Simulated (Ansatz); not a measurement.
**GaN: geometry relaxation (part 1 of 3)**

GaN (slab, 4 atoms in the cell), computed with DFT PBEsol, scalar-relativistic, plane waves, PAW, PAW set soft_1, no spin polarisation (Ansatz 0.2.0).

The structure derives from a Materials Project entry. The input holds or restrains some coordinates. Forces given for the steps count only the free coordinates.

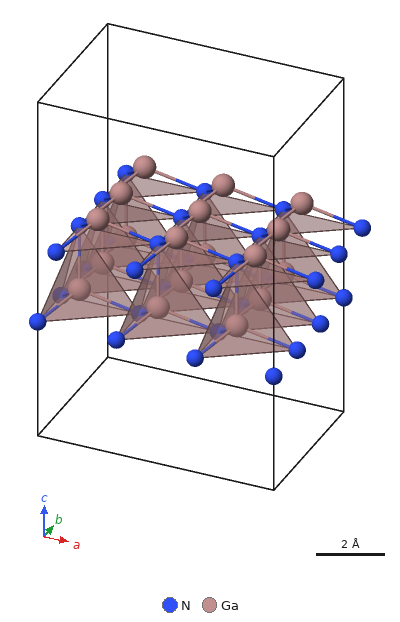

**Figure 1.** The starting structure (polyhedral view of the 3 × 3 repeat of the cell, with the vacuum cut short, seen slightly off an axis; polyhedra are completed across the faces of the cell). An atom can appear more than once, as a periodic image.

The input:
```yaml
crystal:
  lattice:
    - [3.1808233636, 0.0, 0.0]
    - [-1.5904116818, 2.7546738378, 0.0]
    - [0.0, 0.0, 17.2464142512]
  atoms:
    - { symbol: "N", position: [0.0, 0.0, 0.4058814718] }
    - { symbol: Ga, position: [0.3333333333, 0.6666666667, 0.4435288831] }
    - { symbol: "N", position: [0.3333333333, 0.6666666667, 0.5564711169] }
    - { symbol: Ga, position: [0.6666666667, 0.3333333333, 0.5941185282] }
basis:
  ecutwfc: 420
kpoints:
  mp_grid: { grid: [9, 9, 1] }
hamiltonian:
  xc: pbesol
  pseudopotentials: { kind: paw, azcp: { folder: soft_1 } }
scf:
  occupations: { method: gaussian, width: 0.05 }
output:
  forces: true
  eigenvalues: true
relax:
  adjacent_minimum: "off"
  f_tol: 0.03
  max_steps: 50
  constraints: [{ sites: [0, 1] }]
efield:
  axis: 3
  dipole_correction: true
  ramp_width: 0.04
```

Run on 1 thread of Intel Xeon (Granite Rapids), 32 GiB of memory available, shared host.

Run as:
```bash
ansatz run input.yaml --threads 1 --pin off --max-ram 3072MiB --backend cpu --events-out ev --progress --plain --runs-dir out
```

What the program printed:
```
Warning: [file] the record states the generating functional pbe (its physics header spells it `PBE`), which answers neither for hamiltonian.xc's functional nor for the pbesol family's — results may be inconsistent (PPs are generated against a specific XC)
Warning: [file] the record states the generating functional pbe (its physics header spells it `PBE`), which answers neither for hamiltonian.xc's functional nor for the pbesol family's — results may be inconsistent (PPs are generated against a specific XC)
Engine: ansatz 0.2.0, x86_64-unknown-linux-gnu
Pseudopotentials: kind: paw
Pseudopotential: N, paw, valence charge 5, recommended cutoff 420 eV (normal), [file]
Pseudopotential: Ga, paw, valence charge 13, recommended cutoff 420 eV (normal), [file]
Functional definition: PBEsol
  exchange = pbesol_x
  correlation = pbesol_c
Crystal: 4 atoms, lattice volume = 151.115 Å³
Basis set: ecut = 420 eV, 2949 PW (Γ), exchange–correlation on 48×48×240 points (8 copies of the dense FFT grid, shifted against one another)
Bands: 22, of which v1, the nominal top of the filled ones, is band 18 counted from 1 (17 counted from 0)
Symmetry: 6 space group operations
Space group: P3m1 (ITA 156), of the structure as read, at distance tolerance 5.3e-5 Å
k-points: 12 of 81 (time reversal used)
Non-local potential: N, projectors of the file, l = 0: 2, l = 1: 2, l = 2: 1
Non-local potential: Ga, projectors of the file, l = 0: 2, l = 1: 2, l = 2: 3, l = 3: 1
PAW form: soft (Blöchl's): semilocal exchange-correlation on the pseudo side does not see the compensation charge
PAW frozen core: N, regenerated for the run's functional, and the local potential with it (the file was generated under x = pbe(κ = 0.804, μ = 0.2195149727645171), c = pbe(β = 0.06672455060314922))
PAW frozen core: Ga, regenerated for the run's functional, and the local potential with it (the file was generated under x = pbe(κ = 0.804, μ = 0.2195149727645171), c = pbe(β = 0.06672455060314922))
PAW one-centre angular grid: N, 110 points (default); XC on 64 Gauss nodes
PAW one-centre angular grid: Ga, 590 points (default); XC on 64 Gauss nodes
Initial density: superposition of atomic densities (neutral atoms: chi_scale 0, normalization atom)
Initial wavefunctions: pseudopotential atomic-orbital guess
Functional: x = pbesol(κ = 0.804, μ = 0.12345679012345678), c = pbesol(β = 0.046)
SCF iter   1: F=—  HF=-8247.768612 eV  |F-HF|=—  |Δ(HF+E_count)|=         —  Δρ=9.01e-2  dr2=2.69e1  ethr=3.10e-3  p=-0.000 e·Å  D=-2.53e-8 V/Å  ΔV_dip=0.00 eV  dr2_dipole=5.33e0  V_vac-E_F(+/−)=8.73/8.73 eV  ⟨swp⟩=6.9  Hψ=1354  notcnv=0
efield: sawtooth ramp at fractional position 0.9800 (placed from the atoms, in the widest stretch of the axis that holds none; the zero of the levels goes with the place), width 0.0400; the density the first Hamiltonian is built on has a dipole p = -0.000 e·Å; the dipole correction subtracts the counter field D = -2.53e-8 V/Å, which shifts the + side's vacuum level by +0.00 eV against the − side's; the planar-averaged density in the ramp window peaks in size at 6.3e-6 e/Å³
preconditioner: auto → none  [insulator: Δε(μ)=2.557 eV  Ē_g=15.021 eV  σ=0.050 eV  W_gap=1.00  n_scr=10 (ndim 8)  ℏωp=18.1 eV  f_vac=0.605  D(μ)=0.00/eV (n_scr^D=0)  ε∞_Penn≈2.5]
SCF iter   2: F=—  HF=-8344.501977 eV  |F-HF|=—  |Δ(HF+E_count)|=    9.67e1  Δρ=2.67e-1  dr2=1.64e3  ethr=3.10e-3  p=1.492 e·Å  D=1.79e0 V/Å  ΔV_dip=-30.81 eV  dr2_dipole=1.21e3  V_vac-E_F(+/−)=-7.44/23.38 eV  ⟨swp⟩=16.6  Hψ=3032  notcnv=0  defer=7  recentre
preconditioner: auto → LDOS  [insulator: Δε(μ)=0.138 eV  Ē_g=11.564 eV  σ=0.050 eV  W_gap=0.77  n_scr=10 (ndim 8)  ℏωp=18.1 eV  f_vac=0.627  D(μ)=3.76/eV (n_scr^D=10)  ε∞_Penn≈3.5  β→1.0]
SCF iter   3: F=—  HF=-8245.733863 eV  |F-HF|=—  |Δ(HF+E_count)|=    9.88e1  Δρ=6.84e-2  dr2=1.84e1  ethr=3.10e-3  p=0.032 e·Å  D=3.80e-2 V/Å  ΔV_dip=-0.65 eV  dr2_dipole=4.22e0  V_vac-E_F(+/−)=8.09/8.72 eV  ⟨swp⟩=8.4  Hψ=1604  notcnv=0  defer=4
SCF iter   4: F=—  HF=-8243.251661 eV  |F-HF|=—  |Δ(HF+E_count)|=    2.48e0  Δρ=3.53e-2  dr2=4.43e0  ethr=3.10e-3  p=0.051 e·Å  D=6.13e-2 V/Å  ΔV_dip=-1.06 eV  dr2_dipole=1.18e0  V_vac-E_F(+/−)=7.82/8.89 eV  ⟨swp⟩=6.4  Hψ=768  notcnv=0  defer=2
SCF iter   5: F=—  HF=-8243.292540 eV  |F-HF|=—  |Δ(HF+E_count)|=   4.09e-2  Δρ=5.03e-2  dr2=2.45e1  ethr=3.10e-3  p=0.116 e·Å  D=1.38e-1 V/Å  ΔV_dip=-2.39 eV  dr2_dipole=7.76e0  V_vac-E_F(+/−)=6.02/8.43 eV  ⟨swp⟩=6.5  Hψ=645  notcnv=0  recentre
SCF iter   6: F=—  HF=-8242.707708 eV  |F-HF|=—  |Δ(HF+E_count)|=   5.85e-1  Δρ=1.70e-2  dr2=2.65e0  ethr=3.10e-3  p=0.172 e·Å  D=2.05e-1 V/Å  ΔV_dip=-3.54 eV  dr2_dipole=7.51e-1  V_vac-E_F(+/−)=4.57/8.10 eV  ⟨swp⟩=2.8  Hψ=411  notcnv=0  defer=2
SCF iter   7: F=—  HF=-8242.663978 eV  |F-HF|=—  |Δ(HF+E_count)|=   4.37e-2  Δρ=1.38e-2  dr2=1.30e0  ethr=3.10e-3  p=0.160 e·Å  D=1.92e-1 V/Å  ΔV_dip=-3.31 eV  dr2_dipole=3.45e-1  V_vac-E_F(+/−)=4.62/7.93 eV  ⟨swp⟩=2.8  Hψ=313  notcnv=0  defer=1
SCF iter   8: F=—  HF=-8242.674204 eV  |F-HF|=—  |Δ(HF+E_count)|=   1.02e-2  Δρ=1.55e-2  dr2=2.26e0  ethr=3.10e-3  p=0.158 e·Å  D=1.90e-1 V/Å  ΔV_dip=-3.27 eV  dr2_dipole=6.69e-1  V_vac-E_F(+/−)=4.54/7.83 eV  ⟨swp⟩=1.8  Hψ=359  notcnv=0  defer=1
SCF iter   9: F=—  HF=-8242.671631 eV  |F-HF|=—  |Δ(HF+E_count)|=   2.57e-3  Δρ=1.56e-2  dr2=2.30e0  ethr=3.10e-3  p=0.161 e·Å  D=1.93e-1 V/Å  ΔV_dip=-3.33 eV  dr2_dipole=7.11e-1  V_vac-E_F(+/−)=4.37/7.71 eV  ⟨swp⟩=2.2  Hψ=297  notcnv=0  defer=1
SCF iter  10: F=—  HF=-8242.611285 eV  |F-HF|=—  |Δ(HF+E_count)|=   6.03e-2  Δρ=6.89e-3  dr2=6.84e-2  ethr=3.10e-3  p=0.184 e·Å  D=2.21e-1 V/Å  ΔV_dip=-3.81 eV  dr2_dipole=1.20e-2  V_vac-E_F(+/−)=3.61/7.42 eV  ⟨swp⟩=2.8  Hψ=307  notcnv=0  defer=2
SCF iter  11: F=—  HF=-8242.602892 eV  |F-HF|=—  |Δ(HF+E_count)|=   8.39e-3  Δρ=2.31e-3  dr2=2.34e-2  ethr=1.90e-4  p=0.188 e·Å  D=2.25e-1 V/Å  ΔV_dip=-3.88 eV  dr2_dipole=7.51e-3  V_vac-E_F(+/−)=3.37/7.26 eV  ⟨swp⟩=4.3  Hψ=429  notcnv=0  defer=2
SCF iter  12: F=—  HF=-8242.601578 eV  |F-HF|=—  |Δ(HF+E_count)|=   1.31e-3  Δρ=1.38e-3  dr2=2.06e-2  ethr=6.49e-5  p=0.190 e·Å  D=2.28e-1 V/Å  ΔV_dip=-3.93 eV  dr2_dipole=7.41e-3  V_vac-E_F(+/−)=3.29/7.22 eV  ⟨swp⟩=3.1  Hψ=354  notcnv=0
SCF iter  13: F=—  HF=-8242.600925 eV  |F-HF|=—  |Δ(HF+E_count)|=   6.54e-4  Δρ=8.83e-4  dr2=8.34e-3  ethr=5.73e-5  p=0.190 e·Å  D=2.28e-1 V/Å  ΔV_dip=-3.93 eV  dr2_dipole=3.10e-3  V_vac-E_F(+/−)=3.30/7.23 eV  ⟨swp⟩=3.5  Hψ=318  notcnv=0
SCF iter  14: F=—  HF=-8242.600540 eV  |F-HF|=—  |Δ(HF+E_count)|=   3.85e-4  Δρ=3.27e-4  dr2=8.68e-4  ethr=2.32e-5  p=0.191 e·Å  D=2.29e-1 V/Å  ΔV_dip=-3.95 eV  dr2_dipole=3.46e-4  V_vac-E_F(+/−)=3.29/7.24 eV  ⟨swp⟩=1.8  Hψ=325  notcnv=0
SCF iter  15: F=—  HF=-8242.600502 eV  |F-HF|=—  |Δ(HF+E_count)|=   3.82e-5  Δρ=8.45e-5  dr2=3.16e-5  ethr=2.41e-6  p=0.192 e·Å  D=2.30e-1 V/Å  ΔV_dip=-3.97 eV  dr2_dipole=1.24e-5  V_vac-E_F(+/−)=3.27/7.24 eV  ⟨swp⟩=1.5  Hψ=287  notcnv=0
SCF iter  16: F=-8242.600506 eV  HF=-8242.600507 eV  |F-HF|=1.15e-6  |Δ(HF+E_count)|=   5.56e-6  Δρ=2.49e-5  dr2=2.32e-6  ethr=6.25e-8  p=0.193 e·Å  D=2.31e-1 V/Å  ΔV_dip=-3.98 eV  dr2_dipole=3.41e-7  V_vac-E_F(+/−)=3.26/7.24 eV  ⟨swp⟩=12.2  Hψ=1736  notcnv=0
SCF 1 converged in 16 iterations: F = -8242.600506 eV  dr2 = 2.32e-6
  greatest PAW one-centre occupation: 0.995 electrons in one spin orbital (limit 2), on the Ga atom at site 3 (counted from 0), in its partial waves of l = 2
relax step   1: F+E_penalty+E_count = -8242.60050600 eV  Δ(F+E_penalty+E_count) = +0.000e0 eV  max|allowed force component| = 2.304e0 eV/Å  Δτ_max = 0.0000 Å  (16 SCF iters, dr2 threshold 2.25e-5 eV, accepted)
Initial density: handed on by an earlier stage of this run
Initial wavefunctions: those handed on with the density
iter 1 solved again at ethr=3.27e-4 eV; its pass at ethr=3.10e-3 eV (dr2=1.18e-1 eV) is discarded
SCF iter   1: F=—  HF=-8242.731609 eV  |F-HF|=—  |Δ(HF+E_count)|=         —  Δρ=4.36e-3  dr2=1.16e-1  ethr=3.27e-4  p=0.193 e·Å  D=2.31e-1 V/Å  ΔV_dip=-3.98 eV  dr2_dipole=4.00e-2  V_vac-E_F(+/−)=3.19/7.17 eV  ⟨swp⟩=1.5  Hψ=935  notcnv=0
efield: sawtooth ramp at fractional position 0.9800 (handed on by an earlier solve), width 0.0400; the density the first Hamiltonian is built on has a dipole p = 0.193 e·Å; the dipole correction subtracts the counter field D = 2.31e-1 V/Å, which shifts the + side's vacuum level by -3.98 eV against the − side's; the planar-averaged density in the ramp window peaks in size at 4.0e-6 e/Å³
preconditioner: auto → LDOS  [insulator: Δε(μ)=0.122 eV  Ē_g=14.571 eV  σ=0.050 eV  W_gap=0.85  n_scr=10 (ndim 8)  ℏωp=18.1 eV  f_vac=0.621  D(μ)=1.19/eV (n_scr^D=6)  ε∞_Penn≈2.5  β→1.0]
SCF iter   2: F=—  HF=-8242.725414 eV  |F-HF|=—  |Δ(HF+E_count)|=   6.20e-3  Δρ=2.87e-3  dr2=4.52e-2  ethr=3.23e-4  p=0.203 e·Å  D=2.43e-1 V/Å  ΔV_dip=-4.19 eV  dr2_dipole=1.08e-2  V_vac-E_F(+/−)=3.14/7.32 eV  ⟨swp⟩=2.8  Hψ=391  notcnv=0
SCF iter   3: F=—  HF=-8242.721896 eV  |F-HF|=—  |Δ(HF+E_count)|=   3.52e-3  Δρ=7.82e-4  dr2=5.71e-3  ethr=1.26e-4  p=0.200 e·Å  D=2.39e-1 V/Å  ΔV_dip=-4.12 eV  dr2_dipole=2.35e-3  V_vac-E_F(+/−)=3.14/7.27 eV  ⟨swp⟩=2.6  Hψ=466  notcnv=0
SCF iter   4: F=—  HF=-8242.721548 eV  |F-HF|=—  |Δ(HF+E_count)|=   3.48e-4  Δρ=2.53e-4  dr2=5.55e-4  ethr=1.59e-5  p=0.201 e·Å  D=2.41e-1 V/Å  ΔV_dip=-4.15 eV  dr2_dipole=2.61e-4  V_vac-E_F(+/−)=3.12/7.27 eV  ⟨swp⟩=2.0  Hψ=332  notcnv=0
SCF iter   5: F=—  HF=-8242.721508 eV  |F-HF|=—  |Δ(HF+E_count)|=   3.98e-5  Δρ=1.17e-4  dr2=1.02e-4  ethr=1.54e-6  p=0.202 e·Å  D=2.42e-1 V/Å  ΔV_dip=-4.17 eV  dr2_dipole=5.65e-5  V_vac-E_F(+/−)=3.10/7.28 eV  ⟨swp⟩=2.2  Hψ=401  notcnv=0
SCF iter   6: F=-8242.721495 eV  HF=-8242.721502 eV  |F-HF|=6.85e-6  |Δ(HF+E_count)|=   6.17e-6  Δρ=5.58e-5  dr2=1.41e-5  ethr=2.78e-7  p=0.203 e·Å  D=2.43e-1 V/Å  ΔV_dip=-4.19 eV  dr2_dipole=2.91e-6  V_vac-E_F(+/−)=3.09/7.28 eV  ⟨swp⟩=7.2  Hψ=1371  notcnv=0
SCF 2 converged in 6 iterations: F = -8242.721495 eV  dr2 = 1.41e-5
relax step   2: F+E_penalty+E_count = -8242.72149525 eV  Δ(F+E_penalty+E_count) = -1.210e-1 eV  max|allowed force component| = 1.776e0 eV/Å  Δτ_max = 0.0519 Å  (6 SCF iters, dr2 threshold 1.00e-4 eV, accepted)
iter 1 solved again at ethr=8.05e-4 eV; its pass at ethr=3.10e-3 eV (dr2=2.90e-1 eV) is discarded
SCF iter   1: F=—  HF=-8243.045643 eV  |F-HF|=—  |Δ(HF+E_count)|=         —  Δρ=1.04e-2  dr2=2.76e-1  ethr=8.05e-4  p=0.203 e·Å  D=2.43e-1 V/Å  ΔV_dip=-4.19 eV  dr2_dipole=5.11e-2  V_vac-E_F(+/−)=2.99/7.18 eV  ⟨swp⟩=1.2  Hψ=1303  notcnv=0
efield: sawtooth ramp at fractional position 0.9800 (handed on by an earlier solve), width 0.0400; the density the first Hamiltonian is built on has a dipole p = 0.203 e·Å; the dipole correction subtracts the counter field D = 2.43e-1 V/Å, which shifts the + side's vacuum level by -4.19 eV against the − side's; the planar-averaged density in the ramp window peaks in size at 4.6e-6 e/Å³
preconditioner: auto → LDOS  [insulator: Δε(μ)=0.192 eV  Ē_g=14.614 eV  σ=0.050 eV  W_gap=0.79  n_scr=10 (ndim 8)  ℏωp=18.1 eV  f_vac=0.622  D(μ)=1.12/eV (n_scr^D=6)  ε∞_Penn≈2.5  β→1.0]
SCF iter   2: F=—  HF=-8243.029398 eV  |F-HF|=—  |Δ(HF+E_count)|=   1.62e-2  Δρ=6.78e-3  dr2=2.26e-1  ethr=7.67e-4  p=0.222 e·Å  D=2.66e-1 V/Å  ΔV_dip=-4.59 eV  dr2_dipole=1.95e-6  V_vac-E_F(+/−)=2.86/7.45 eV  ⟨swp⟩=3.6  Hψ=585  notcnv=0
SCF iter   3: F=—  HF=-8242.984627 eV  |F-HF|=—  |Δ(HF+E_count)|=   4.48e-2  Δρ=2.85e-3  dr2=2.29e-2  ethr=6.27e-4  p=0.216 e·Å  D=2.58e-1 V/Å  ΔV_dip=-4.46 eV  dr2_dipole=5.25e-3  V_vac-E_F(+/−)=2.82/7.28 eV  ⟨swp⟩=2.8  Hψ=513  notcnv=0
SCF iter   4: F=—  HF=-8242.981517 eV  |F-HF|=—  |Δ(HF+E_count)|=   3.11e-3  Δρ=1.16e-3  dr2=3.66e-3  ethr=6.36e-5  p=0.221 e·Å  D=2.65e-1 V/Å  ΔV_dip=-4.56 eV  dr2_dipole=1.19e-3  V_vac-E_F(+/−)=2.74/7.30 eV  ⟨swp⟩=2.0  Hψ=444  notcnv=0
SCF iter   5: F=—  HF=-8242.981306 eV  |F-HF|=—  |Δ(HF+E_count)|=   2.11e-4  Δρ=7.29e-4  dr2=1.37e-3  ethr=1.02e-5  p=0.225 e·Å  D=2.70e-1 V/Å  ΔV_dip=-4.65 eV  dr2_dipole=3.43e-4  V_vac-E_F(+/−)=2.67/7.32 eV  ⟨swp⟩=2.0  Hψ=439  notcnv=0
SCF iter   6: F=—  HF=-8242.981298 eV  |F-HF|=—  |Δ(HF+E_count)|=   7.66e-6  Δρ=3.02e-4  dr2=2.77e-4  ethr=3.80e-6  p=0.229 e·Å  D=2.75e-1 V/Å  ΔV_dip=-4.74 eV  dr2_dipole=8.58e-6  V_vac-E_F(+/−)=2.58/7.32 eV  ⟨swp⟩=2.0  Hψ=450  notcnv=0
SCF iter   7: F=—  HF=-8242.981365 eV  |F-HF|=—  |Δ(HF+E_count)|=   6.67e-5  Δρ=1.37e-4  dr2=6.54e-5  ethr=2.78e-7  p=0.233 e·Å  D=2.79e-1 V/Å  ΔV_dip=-4.80 eV  dr2_dipole=2.11e-5  V_vac-E_F(+/−)=2.51/7.32 eV  ⟨swp⟩=6.7  Hψ=1478  notcnv=0
SCF iter   8: F=-8242.981367 eV  HF=-8242.981368 eV  |F-HF|=6.82e-7  |Δ(HF+E_count)|=   2.70e-6  Δρ=5.78e-5  dr2=8.31e-6  ethr=1.82e-7  p=0.234 e·Å  D=2.80e-1 V/Å  ΔV_dip=-4.84 eV  dr2_dipole=5.95e-10  V_vac-E_F(+/−)=2.48/7.32 eV  ⟨swp⟩=7.7  Hψ=1234  notcnv=0
SCF 3 converged in 8 iterations: F = -8242.981367 eV  dr2 = 8.31e-6
  greatest PAW one-centre occupation: 0.996 electrons in one spin orbital (limit 2), on the Ga atom at site 3 (counted from 0), in its partial waves of l = 2
relax step   3: F+E_penalty+E_count = -8242.98136689 eV  Δ(F+E_penalty+E_count) = -2.599e-1 eV  max|allowed force component| = 9.087e-1 eV/Å  Δτ_max = 0.1964 Å  (8 SCF iters, dr2 threshold 1.00e-4 eV, accepted)
iter 1 solved again at ethr=6.96e-4 eV; its pass at ethr=3.10e-3 eV (dr2=2.51e-1 eV) is discarded
SCF iter   1: F=—  HF=-8243.231811 eV  |F-HF|=—  |Δ(HF+E_count)|=         —  Δρ=1.20e-2  dr2=2.59e-1  ethr=6.96e-4  p=0.234 e·Å  D=2.80e-1 V/Å  ΔV_dip=-4.84 eV  dr2_dipole=2.04e-2  V_vac-E_F(+/−)=2.37/7.21 eV  ⟨swp⟩=1.0  Hψ=1406  notcnv=0
efield: sawtooth ramp at fractional position 0.9800 (handed on by an earlier solve), width 0.0400; the density the first Hamiltonian is built on has a dipole p = 0.234 e·Å; the dipole correction subtracts the counter field D = 2.80e-1 V/Å, which shifts the + side's vacuum level by -4.84 eV against the − side's; the planar-averaged density in the ramp window peaks in size at 9.2e-6 e/Å³
preconditioner: auto → LDOS  [insulator: Δε(μ)=0.196 eV  Ē_g=14.564 eV  σ=0.050 eV  W_gap=0.56  n_scr=10 (ndim 8)  ℏωp=18.1 eV  f_vac=0.629  D(μ)=0.76/eV (n_scr^D=4)  ε∞_Penn≈2.5  β→1.0]
SCF iter   2: F=—  HF=-8243.198043 eV  |F-HF|=—  |Δ(HF+E_count)|=   3.38e-2  Δρ=6.20e-3  dr2=1.46e-1  ethr=6.96e-4  p=0.224 e·Å  D=2.69e-1 V/Å  ΔV_dip=-4.63 eV  dr2_dipole=7.31e-4  V_vac-E_F(+/−)=2.49/7.13 eV  ⟨swp⟩=3.1  Hψ=569  notcnv=0
SCF iter   3: F=—  HF=-8243.178407 eV  |F-HF|=—  |Δ(HF+E_count)|=   1.96e-2  Δρ=4.94e-3  dr2=1.28e-1  ethr=4.06e-4  p=0.217 e·Å  D=2.60e-1 V/Å  ΔV_dip=-4.48 eV  dr2_dipole=2.13e-2  V_vac-E_F(+/−)=2.49/6.97 eV  ⟨swp⟩=3.8  Hψ=655  notcnv=0
SCF iter   4: F=—  HF=-8243.161451 eV  |F-HF|=—  |Δ(HF+E_count)|=   1.70e-2  Δρ=6.32e-4  dr2=7.60e-4  ethr=3.57e-4  p=0.228 e·Å  D=2.73e-1 V/Å  ΔV_dip=-4.70 eV  dr2_dipole=4.17e-6  V_vac-E_F(+/−)=2.42/7.12 eV  ⟨swp⟩=2.1  Hψ=342  notcnv=0
SCF iter   5: F=—  HF=-8243.161382 eV  |F-HF|=—  |Δ(HF+E_count)|=   6.93e-5  Δρ=1.77e-4  dr2=2.59e-5  ethr=2.78e-7  p=0.229 e·Å  D=2.74e-1 V/Å  ΔV_dip=-4.73 eV  dr2_dipole=2.29e-7  V_vac-E_F(+/−)=2.41/7.13 eV  ⟨swp⟩=6.8  Hψ=1781  notcnv=0
SCF iter   6: F=-8243.161412 eV  HF=-8243.161417 eV  |F-HF|=5.39e-6  |Δ(HF+E_count)|=   3.54e-5  Δρ=5.81e-5  dr2=7.20e-6  ethr=7.20e-8  p=0.229 e·Å  D=2.75e-1 V/Å  ΔV_dip=-4.74 eV  dr2_dipole=2.03e-6  V_vac-E_F(+/−)=2.40/7.14 eV  ⟨swp⟩=8.0  Hψ=1209  notcnv=0
SCF 4 converged in 6 iterations: F = -8243.161412 eV  dr2 = 7.20e-6
relax step   4: F+E_penalty+E_count = -8243.16141187 eV  Δ(F+E_penalty+E_count) = -1.800e-1 eV  max|allowed force component| = 5.675e-1 eV/Å  Δτ_max = 0.1963 Å  (6 SCF iters, dr2 threshold 1.00e-4 eV, accepted)
iter 1 solved again at ethr=2.12e-3 eV; its pass at ethr=3.10e-3 eV (dr2=7.63e-1 eV) is discarded
```
